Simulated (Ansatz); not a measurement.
# Run report: Si8C7 (charge +2), geometry relaxation (part 2 of 2)

Continued. System: Si8C7 (defect cell, 15 atoms in the cell, total charge +2). Method: DFT PBE, scalar-relativistic, plane waves, PAW, no spin polarisation (Ansatz 0.2.0); cutoff 420 eV, 2×2×2 k-mesh, Gaussian smearing of 0.01 eV. The structure derives from a Materials Project entry. It belongs to a series of runs on one base structure; here: C vacancy (site b), charge +2, atoms relaxed at the host's cell.

Geometry of the input (Å; fractional positions):
```
0.0000  0.0000  -5.0743
3.0919  -5.3554  0.0000
-6.1839  0.0000  0.0000
Si 0.5154  0.1667  0.3333
Si 0.5017  0.6678  0.3356
Si 0.5017  0.1644  0.8322
Si 0.5017  0.6678  0.8322
Si -0.0017  0.3377  0.1623
Si -0.0017  0.8247  0.1623
Si -0.0017  0.3377  0.6753
Si -0.0021  0.8333  0.6667
C  0.1245  0.6679  0.3357
C  0.1245  0.1643  0.8321
C  0.1245  0.6679  0.8321
C  0.6218  0.3338  0.1662
C  0.6218  0.8324  0.1662
C  0.6218  0.3338  0.6676
C  0.6231  0.8333  0.6667
```

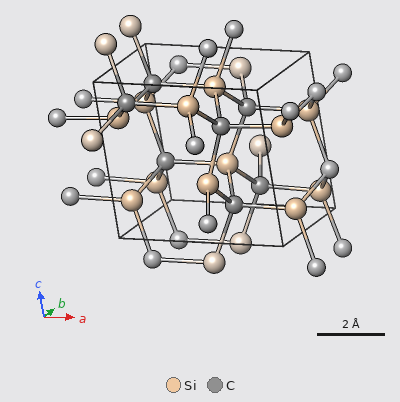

*The geometry at step 4 of the log (ball-and-stick view of the cell of the calculation, seen slightly off an axis; neighbours outside the cell are drawn fainter).*

**Output, continued**
```
--- Forces (eV/Å), atoms counted from 1 ---
  atom   1  Si    -0.00000000    -0.00000000     0.00093849
  atom   2  Si     0.00419834     0.00242391     0.00477000
  atom   3  Si     0.00000000    -0.00484782     0.00477000
  atom   4  Si    -0.00419834     0.00242391     0.00477000
  atom   5  Si     0.00065111    -0.00037592     0.00162214
  atom   6  Si    -0.00000000     0.00075183     0.00162214
  atom   7  Si    -0.00065111    -0.00037592     0.00162214
  atom   8  Si     0.00000000     0.00000000    -0.00252142
  atom   9  C      0.00368304     0.00212641    -0.00479153
  atom  10  C      0.00000000    -0.00425281    -0.00479153
  atom  11  C     -0.00368304     0.00212641    -0.00479153
  atom  12  C      0.00529828    -0.00305896     0.00034033
  atom  13  C     -0.00000000     0.00611792     0.00034033
  atom  14  C     -0.00529828    -0.00305896     0.00034033
  atom  15  C      0.00000000     0.00000000    -0.00421482
  max |Σ_I F_I| component: 2.51e-5 eV/Å
--- Charged-cell corrections in eV (Makov–Payne, q = +2.000 e, ε = [10.215, 10.215, 11.384]) ---
  F (periodic)     = -6861.942640  (uncorrected; the corrections below are reported, never added to it)
  E_corr1          = +1.395057  (monopole, q²α_M/2ε̄L, of the cell on which ε is isotropic)
  F Makov-Payne    = -6860.547583  (F + E_corr1; no measured alignment; for a localised charge, not one spread in a band: unchecked)
  no potential alignment in this run, which stands beside a crystal: run the host's input off ansatz write-host-input, and read the two finished runs by ansatz place-levels (neither reads a slab, a wire or a sheet, whose cell leaves a vacuum)
--- Band table (eV) ---
  k-point 0: bands = ["-6.2741", "-3.3095", "-3.3095", "-3.2211", "-2.4284", "-1.8437", "-1.8437", "0.3944", "0.7509", "1.5302", "1.5302", "2.1962", "3.1218", "3.1218", "3.6518", "3.6518", "4.4301", "5.6606", "5.6626", "5.6626", "6.1192", "6.1910", "6.1910", "7.3740", "7.4018", "7.4018", "7.7049", "8.4460", "8.4460", "10.4317", "11.9178", "12.0252", "12.0252", "12.8961", "12.8961", "13.5533", "13.5533", "13.8265", "14.4763", "15.6137", "15.6137", "15.9307", "16.1431", "16.2188"]
  k-point 1: bands = ["-5.4402", "-5.0782", "-3.5703", "-3.2711", "-2.2298", "-1.7806", "-1.5063", "1.2701", "1.4924", "1.9577", "2.0837", "2.3002", "3.4528", "3.5123", "3.8464", "3.9246", "4.2147", "4.3388", "4.4012", "5.2173", "6.0186", "6.0206", "6.2276", "6.4587", "6.9328", "7.1019", "7.8792", "8.2468", "8.5093", "9.6963", "10.8537", "11.9940", "12.6371", "12.7874", "13.2160", "13.4175", "14.8175", "15.5962", "15.9247", "16.1175", "16.3795", "16.6577", "16.7083", "16.8001"]
  k-point 2: bands = ["-5.3616", "-4.9096", "-2.5931", "-2.5931", "-2.4136", "-2.4136", "-2.3053", "0.4431", "0.8110", "0.8110", "0.8599", "1.5887", "1.5887", "3.1353", "4.9378", "5.7020", "6.3301", "6.3301", "6.4480", "6.4480", "6.4687", "6.5498", "6.6459", "6.6459", "7.3303", "7.3303", "7.4819", "8.0968", "8.0968", "11.4746", "12.1725", "12.1725", "12.2296", "12.5499", "12.5499", "13.0332", "13.0332", "13.2414", "14.2939", "14.4034", "14.4034", "14.6879", "14.8788", "14.8788"]
  k-point 3: bands = ["-4.4744", "-4.3463", "-4.1932", "-3.6790", "-2.7612", "-2.5683", "-2.5501", "0.6205", "1.8532", "1.8692", "2.5745", "2.7410", "3.6822", "4.0038", "4.2461", "4.3631", "4.4210", "4.7417", "5.1423", "5.9564", "6.0426", "6.3817", "6.6428", "6.8262", "6.8936", "6.9609", "7.1547", "7.3011", "7.9593", "9.4490", "11.3168", "11.8704", "13.3370", "13.6226", "13.8025", "13.8503", "13.8788", "14.2971", "14.3785", "15.2541", "15.9362", "16.0103", "16.1504", "16.1997"]
--- Relaxed structure (6 steps of the walk, 6 accepted, 0 SCFs on fresh bases) ---
  F+E_penalty+E_count = -6861.94264011 eV   max|allowed force component| = 6.118e-3 eV/Å
  atoms:
    - { symbol: Si, position: [0.5464744149591327, 0.16666666666666669, 0.33333333333333326] }
    - { symbol: Si, position: [0.5002228191619995, 0.6691950611155089, 0.3383901222310177] }
    - { symbol: Si, position: [0.5002228191619995, 0.16160987776898225, 0.830804938884491] }
    - { symbol: Si, position: [0.5002228191619995, 0.6691950611155089, 0.830804938884491] }
    - { symbol: Si, position: [-0.0071983845498417645, 0.3424368818663211, 0.15756311813367882] }
    - { symbol: Si, position: [-0.007198384549841764, 0.8151262362673577, 0.15756311813367885] }
    - { symbol: Si, position: [-0.007198384549841762, 0.3424368818663211, 0.6848737637326423] }
    - { symbol: Si, position: [-0.005209525630477611, 0.8333333333333333, 0.6666666666666665] }
    - { symbol: C, position: [0.1241230489013567, 0.6679611659635215, 0.3359223319270428] }
    - { symbol: C, position: [0.1241230489013567, 0.16407766807295726, 0.8320388340364787] }
    - { symbol: C, position: [0.1241230489013567, 0.6679611659635214, 0.8320388340364786] }
    - { symbol: C, position: [0.6203594756249363, 0.3343713773692187, 0.16562862263078118] }
    - { symbol: C, position: [0.6203594756249363, 0.8312572452615624, 0.16562862263078126] }
    - { symbol: C, position: [0.6203594756249363, 0.3343713773692187, 0.6687427547384375] }
    - { symbol: C, position: [0.6216325258559925, 0.8333333333333333, 0.6666666666666665] }
```

**Trajectory as extended XYZ (Å, eV, eV/Å), 6 frames, from step=1 to step=6**
```
15
Lattice="0.0000 0.0000 -5.0743 3.0919 -5.3554 0.0000 -6.1839 0.0000 0.0000" Properties=species:S:1:pos:R:3:forces:R:3 step=1 energy=-6861.78107
Si   -1.5460   -0.8926   -2.6152    0.0000   0.0000  -0.9574
Si   -0.0105   -3.5763   -2.5458   -0.4278  -0.2470  -0.2507
Si   -4.6379   -0.8804   -2.5458    0.0000   0.4940  -0.2507
Si   -3.0814   -3.5763   -2.5458    0.4278  -0.2470  -0.2507
Si    0.0402   -1.8083    0.0084    0.7644  -0.4413   0.5082
Si    1.5460   -4.4164    0.0084    0.0000   0.8827   0.5082
Si   -3.1321   -1.8083    0.0084   -0.7644  -0.4413   0.5082
Si   -1.5460   -4.4628    0.0106    0.0000   0.0000   0.2741
C    -0.0111   -3.5767   -0.6319    0.0783   0.0452  -0.1173
C    -4.6379   -0.8798   -0.6319    0.0000  -0.0904  -0.1173
C    -3.0808   -3.5767   -0.6319   -0.0783   0.0452  -0.1173
C     0.0042   -1.7876   -3.1549   -0.3363   0.1942   0.0675
C     1.5460   -4.4580   -3.1549    0.0000  -0.3883   0.0675
C    -3.0962   -1.7876   -3.1549    0.3363   0.1942   0.0675
C    -1.5460   -4.4628   -3.1619    0.0000   0.0000   0.0600
15
Lattice="0.0000 0.0000 -5.0743 3.0919 -5.3554 0.0000 -6.1839 0.0000 0.0000" Properties=species:S:1:pos:R:3:forces:R:3 step=2 energy=-6861.91602
Si   -1.5460   -0.8926   -2.6812    0.0000   0.0000  -0.3590
Si   -0.0231   -3.5836   -2.5521   -0.0090  -0.0052   0.1079
Si   -4.6379   -0.8659   -2.5521    0.0000   0.0104   0.1079
Si   -3.0688   -3.5836   -2.5521    0.0090  -0.0052   0.1079
Si    0.0930   -1.8388    0.0378   -0.0864   0.0499   0.0083
Si    1.5460   -4.3554    0.0378    0.0000  -0.0998   0.0083
Si   -3.1850   -1.8388    0.0378    0.0864   0.0499   0.0083
Si   -1.5460   -4.4628    0.0099    0.0000   0.0000   0.1277
C    -0.0159   -3.5794   -0.6420    0.1399   0.0808   0.0916
C    -4.6379   -0.8742   -0.6420    0.0000  -0.1616   0.0916
C    -3.0760   -3.5794   -0.6420   -0.1399   0.0808   0.0916
C     0.0112   -1.7916   -3.1422   -0.2503   0.1445  -0.1643
C     1.5460   -4.4498   -3.1422    0.0000  -0.2890  -0.1643
C    -3.1032   -1.7916   -3.1422    0.2503   0.1445  -0.1643
C    -1.5460   -4.4628   -3.1725    0.0000   0.0000   0.1011
15
Lattice="0.0000 0.0000 -5.0743 3.0919 -5.3554 0.0000 -6.1839 0.0000 0.0000" Properties=species:S:1:pos:R:3:forces:R:3 step=3 energy=-6861.93396
Si   -1.5460   -0.8926   -2.7109    0.0000   0.0000  -0.2287
Si   -0.0215   -3.5827   -2.5471   -0.0327  -0.0189   0.0686
Si   -4.6379   -0.8677   -2.5471    0.0000   0.0377   0.0686
Si   -3.0704   -3.5827   -2.5471    0.0327  -0.0189   0.0686
Si    0.0894   -1.8368    0.0359   -0.0449   0.0259  -0.0056
Si    1.5460   -4.3596    0.0359    0.0000  -0.0518  -0.0056
Si   -3.1813   -1.8368    0.0359    0.0449   0.0259  -0.0056
Si   -1.5460   -4.4628    0.0212    0.0000   0.0000   0.0183
C    -0.0139   -3.5783   -0.6357    0.0707   0.0408   0.0139
C    -4.6379   -0.8765   -0.6357    0.0000  -0.0816   0.0139
C    -3.0780   -3.5783   -0.6357   -0.0707   0.0408   0.0139
C     0.0088   -1.7902   -3.1495   -0.1215   0.0701  -0.0115
C     1.5460   -4.4526   -3.1495    0.0000  -0.1402  -0.0115
C    -3.1008   -1.7902   -3.1495    0.1215   0.0701  -0.0115
C    -1.5460   -4.4628   -3.1604    0.0000   0.0000   0.0162
15
Lattice="0.0000 0.0000 -5.0743 3.0919 -5.3554 0.0000 -6.1839 0.0000 0.0000" Properties=species:S:1:pos:R:3:forces:R:3 step=4 energy=-6861.94101
Si   -1.5460   -0.8926   -2.7464    0.0000   0.0000  -0.0798
Si   -0.0222   -3.5831   -2.5409   -0.0032  -0.0018  -0.0011
Si   -4.6379   -0.8669   -2.5409    0.0000   0.0037  -0.0011
Si   -3.0697   -3.5831   -2.5409    0.0032  -0.0018  -0.0011
Si    0.0861   -1.8348    0.0355   -0.0184   0.0106  -0.0045
Si    1.5460   -4.3634    0.0355    0.0000  -0.0212  -0.0045
Si   -3.1780   -1.8348    0.0355    0.0184   0.0106  -0.0045
Si   -1.5460   -4.4628    0.0267    0.0000   0.0000  -0.0207
C    -0.0114   -3.5768   -0.6311   -0.0100  -0.0058  -0.0154
C    -4.6379   -0.8794   -0.6311    0.0000   0.0115  -0.0154
C    -3.0805   -3.5768   -0.6311    0.0100  -0.0058  -0.0154
C     0.0069   -1.7891   -3.1521    0.0206  -0.0119   0.0630
C     1.5460   -4.4548   -3.1521    0.0000   0.0238   0.0630
C    -3.0989   -1.7891   -3.1521   -0.0206  -0.0119   0.0630
C    -1.5460   -4.4628   -3.1536    0.0000   0.0000  -0.0241
15
Lattice="0.0000 0.0000 -5.0743 3.0919 -5.3554 0.0000 -6.1839 0.0000 0.0000" Properties=species:S:1:pos:R:3:forces:R:3 step=5 energy=-6861.94264
Si   -1.5460   -0.8926   -2.7730    0.0000   0.0000   0.0010
Si   -0.0235   -3.5838   -2.5383    0.0042   0.0024   0.0048
Si   -4.6379   -0.8655   -2.5383    0.0000  -0.0049   0.0048
Si   -3.0685   -3.5838   -2.5383   -0.0042   0.0024   0.0048
Si    0.0844   -1.8339    0.0365    0.0007  -0.0004   0.0016
Si    1.5460   -4.3653    0.0365    0.0000   0.0008   0.0016
Si   -3.1764   -1.8339    0.0365   -0.0007  -0.0004   0.0016
Si   -1.5460   -4.4628    0.0264    0.0000   0.0000  -0.0025
C    -0.0120   -3.5772   -0.6298    0.0037   0.0021  -0.0048
C    -4.6379   -0.8787   -0.6298    0.0000  -0.0043  -0.0048
C    -3.0799   -3.5772   -0.6298   -0.0037   0.0021  -0.0048
C     0.0096   -1.7907   -3.1479    0.0053  -0.0030   0.0003
C     1.5460   -4.4517   -3.1479    0.0000   0.0061   0.0003
C    -3.1016   -1.7907   -3.1479   -0.0053  -0.0030   0.0003
C    -1.5460   -4.4628   -3.1543    0.0000   0.0000  -0.0042
15
Lattice="0.0000 0.0000 -5.0743 3.0919 -5.3554 0.0000 -6.1839 0.0000 0.0000" Properties=species:S:1:pos:R:3:forces:R:3 step=6 energy=-6861.94264
Si   -1.5460   -0.8926   -2.7730    0.0000   0.0000   0.0009
Si   -0.0235   -3.5838   -2.5383    0.0042   0.0024   0.0048
Si   -4.6379   -0.8655   -2.5383    0.0000  -0.0048   0.0048
Si   -3.0685   -3.5838   -2.5383   -0.0042   0.0024   0.0048
Si    0.0844   -1.8339    0.0365    0.0007  -0.0004   0.0016
Si    1.5460   -4.3653    0.0365    0.0000   0.0008   0.0016
Si   -3.1764   -1.8339    0.0365   -0.0007  -0.0004   0.0016
Si   -1.5460   -4.4628    0.0264    0.0000   0.0000  -0.0025
C    -0.0120   -3.5772   -0.6298    0.0037   0.0021  -0.0048
C    -4.6379   -0.8787   -0.6298    0.0000  -0.0043  -0.0048
C    -3.0799   -3.5772   -0.6298   -0.0037   0.0021  -0.0048
C     0.0096   -1.7907   -3.1479    0.0053  -0.0031   0.0003
C     1.5460   -4.4517   -3.1479    0.0000   0.0061   0.0003
C    -3.1016   -1.7907   -3.1479   -0.0053  -0.0031   0.0003
C    -1.5460   -4.4628   -3.1543    0.0000   0.0000  -0.0042
```

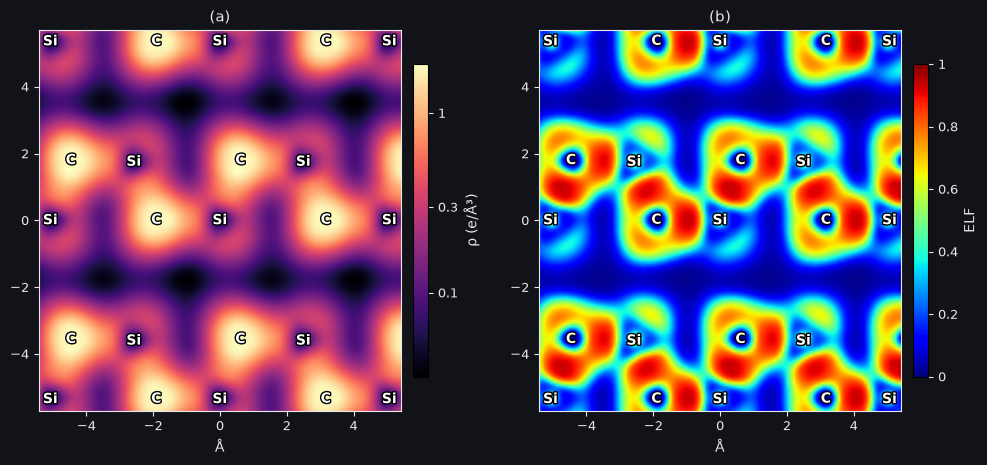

*(a) valence electron density; (b) ELF on the (011) plane of the calculation cell.*

Atoms in the plane: Si and C. Si–C (1.89 Å): ρ is about 0.87 e/Å³ halfway; the ELF peaks at about 0.95 between the atoms (a covalent bond). Away from the nuclei the density in this plane falls to 0.03 e/Å³ at its lowest. In a PAW calculation such maps are meaningful between the atoms, not at the nuclei.

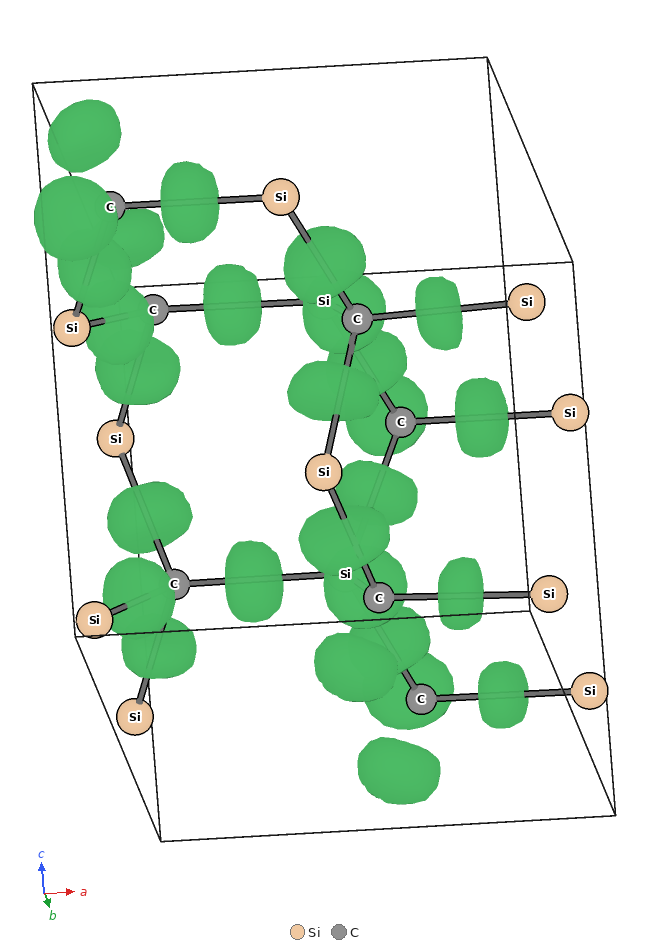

*Isosurface of the electron localisation function at 0.85 (green), seen at an oblique angle. Only the valence region is drawn (cores and ρ < 0.01 e/Å³ removed). Sticks mark near contacts. The outline is the calculation cell.*

Along the contacts the grid gives the following. Si–C (1.83 Å): the ELF peaks at about 0.90 between the atoms, as expected for localised, shared-pair bonding.

**Summary**

| quantity | value |
| --- | --- |
| outcome | converged |
| electrons treated | 58 |
| free energy | −6861.9426 eV |
| Fermi energy | 8.979 eV |
| gap on the k-point mesh | 0.94 eV |
| final volume | 168.05 Å³ |
| largest force (length of the vector) at the end | 0.007 eV/Å |
| wall time | 2.3 s (CPU time 6.9 s) |
| peak memory | 0.51 GiB |
